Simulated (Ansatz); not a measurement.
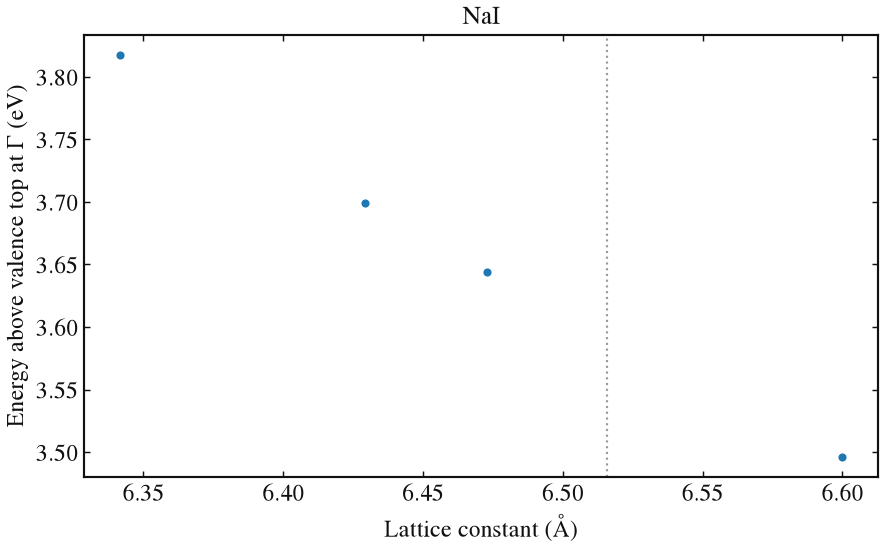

Lowest conduction level at Γ, counted from the valence-band top at Γ. One run is left out (dotted line).

System: rocksalt NaI, space group Fm-3m, 2 atoms in the primitive cell. The cell is scaled uniformly. Method: PBE, Ansatz PAW set, no spin polarisation, no spin-orbit coupling, 8×8×8 k mesh, 420 eV cutoff (Ansatz 0.2.0).

| cell | Γ (eV) | pressure (GPa) |
| --- | --- | --- |
| a = 6.342 Å | 3.82 | 1.6 |
| a = 6.429 Å | 3.70 | 0.8 |
| a = 6.473 Å | 3.64 | 0.4 |
| a = 6.600 Å | 3.50 | −0.5 |

What does the missing run, at a = 6.516 Å, give?

Answer. A fit through the other points against the logarithm of the volume gives 3.60 eV at Γ (a straight line). The run itself gives 3.59 eV, within 0.01 eV of the estimate.

Spin-orbit coupling is left out, which matters for I. LDA, GGA and most meta-GGA functionals understate gaps.
